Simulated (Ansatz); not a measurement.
Consider Nb.

```yaml
crystal:
  lattice:
    - [2.10707, 0.00000, -2.10707]
    - [-2.12293, 0.00000, -2.12293]
    - [0.00000, 4.23000, 0.00000]
  atoms:
    - { symbol: Nb, position: [0.50000, 0.50000, 0.50000] }
    - { symbol: Nb, position: [0.00000, 0.00000, 0.00000] }
```

Space group Immm; changed on purpose from its base cell (strain +0.0075 x Voigt [0, 0, 0, 0, 1, 0], atoms carried along); computed pressure about −7 GPa in this cell; computed without spin polarisation.

The calculation used Ansatz 0.2.0, DFT PBEsol, scalar-relativistic, plane waves, PAW.

Q: Predict the valence pseudo-density and electron localisation function between the atoms.

A: Nb–Nb (3.00 Å): ρ is about 0.24 e/Å³ halfway; the ELF is about 0.25 at the midpoint (no localised pair shows between them).

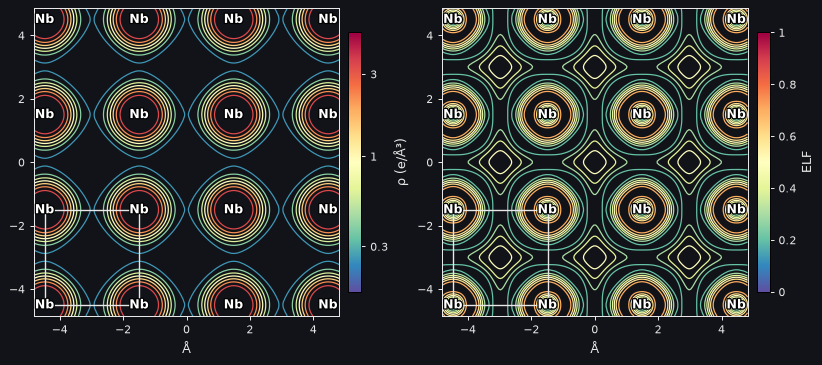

Computed valence pseudo-density and electron localisation function on the (001) plane of the conventional cell, in this order. 
